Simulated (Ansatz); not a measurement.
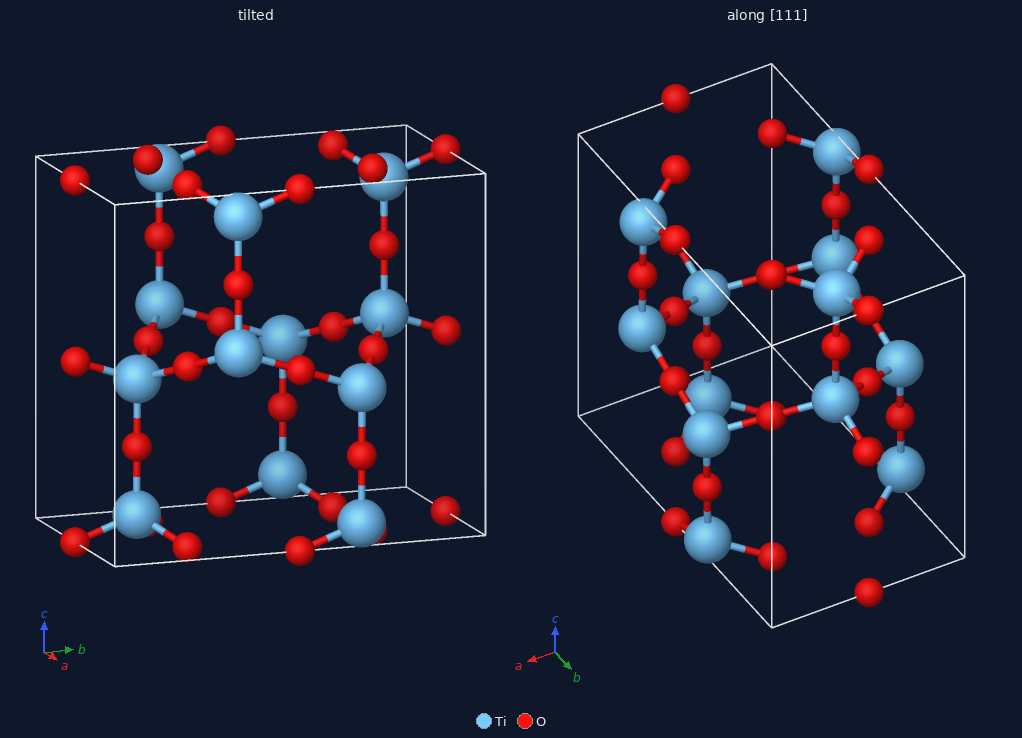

Ball-and-stick drawing of the structure, looking slightly off an axis and along [111]. Atoms at the boundary of the conventional unit cell (the box) are drawn once for each face, edge or corner they touch. Cell: a = 5.933 Å, b = 10.294 Å, c = 9.679 Å, α = 90.00°, β = 90.00°, γ = 90.00°.

- The formula is TiO2.
- It is base-centred orthorhombic, space group C222_1 (No. 20).
- With Z = 8, the cell contains 8 Ti, 16 O.
- Ti is linked to four O in a tetrahedral arrangement at about 1.8 Å. About every O there are two Ti in a linear arrangement at about 1.8 Å.
- The bonds build a three-dimensional framework.

The cell started as a structure listed in the Materials Project, with elements exchanged, so it need not be a known form of the compound. Earlier steps of the study, as a rule a relaxation of our own, may have changed the cell and positions, so they can lie some per cent off the listed ones. It was set up as input for a calculation with Ansatz.
